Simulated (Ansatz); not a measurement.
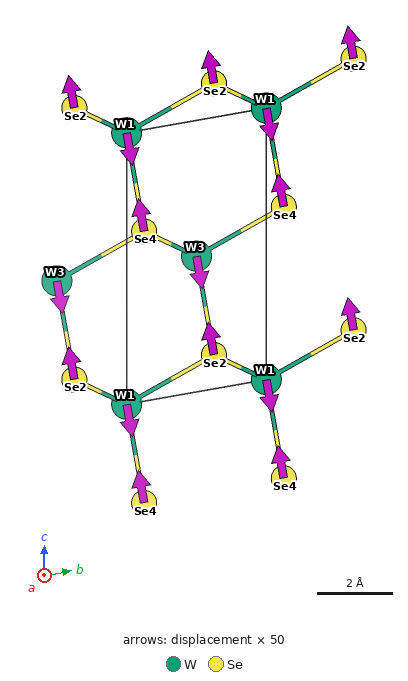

This is a relaxation of solid WSe (built on the zinc blende type). The starting structure is drawn; purple arrows show the displacements (the part carried along by the change of the cell is left out), magnified 50 times.

A ball-and-stick model of the reduced cell, seen along the a axis. Lengths and directions refer to the drawn axes.

Case: antiferromagnetic, doubled cell, propagation vector (0, 0, 1/2).

All numbers below come from DFT PBE+U, scalar-relativistic, plane waves, PAW (Ansatz).

The input:
```yaml
crystal:
  lattice:
    - [0.0, 3.1233880268, 3.1233880268]
    - [3.1233880268, 0.0, 3.1233880268]
    - [6.2467760536, 6.2467760536, 0.0]
  atoms:
    - { symbol: W, position: [1.0, 0.0, 1.0], spin: 1.0 }
    - { symbol: Se, position: [0.25, 0.25, 0.125] }
    - { symbol: W, position: [1.0, 0.0, 0.5], spin: -1.0 }
    - { symbol: Se, position: [0.25, 0.25, 0.625] }
basis:
  ecutwfc: 420
kpoints:
  mp_grid: { grid: [12, 12, 6] }
hamiltonian:
  xc: pbe
  hubbard: { sites: [{ species: W, l: d, u_eff: 6.2 }] }
scf:
  occupations: { method: gaussian, width: 0.1 }
output:
  forces: true
  stress: true
  eigenvalues: true
  populations: true
magnetization:
  spin_polarized: true
relax:
  adjacent_minimum: "off"
  f_tol: 0.01
  max_steps: 60
  cell: { stress_tol: 0.05 }
```

Run as
```bash
ansatz run input.yaml --threads 1 --pin off --max-ram 2560MiB --backend cpu --events-out ev --progress --plain --runs-dir out
```

Q: Describe the change and its energy.

A: The largest moves relative to the cell, 0.018 Å, are those of W1, Se2, W3 and Se4. Se2 goes along [−1 −1 3]. Largest moves by element: Se 0.018 Å, W 0.018 Å. The drawn cell changes as follows: a = b 4.417 → 4.243 Å (−3.9 %), c 7.651 → 8.121 Å (+6.1 %), α 73.2° → 74.9°, β 73.2° → 74.9°; the volume changes by −1.0 %. Near-neighbour distances that change, for instance: Se2–W3 2.705 → 2.867 Å, W1–Se2 2.705 → 2.647 Å. Among the angles between lasting bonds that change: Se2–W1–Se2 109.5° → 106.5°, W3–Se4–W3 109.5° → 106.5°, W1–Se4–W3 109.5° → 112.3°. The space group (tolerance 0.01 Å) goes from F-43m (No. 216) to R3m (No. 160). After 3 accepted moves (4 points after the start) the energy has fallen by 0.169 eV per cell of the calculation. Largest force component: 0.27 eV/Å at the start, 0.0067 eV/Å at the end. Pressure: −1.02 GPa at the start and 0.00 GPa at the end. The SCF was repeated once at an unchanged geometry on a basis and grid sized afresh for the cell, which shifted the energy by 0.2 meV per cell of the calculation at most. The run may lie on a higher electronic state than the lowest, so the end point isn't shown to be the ground-state structure.
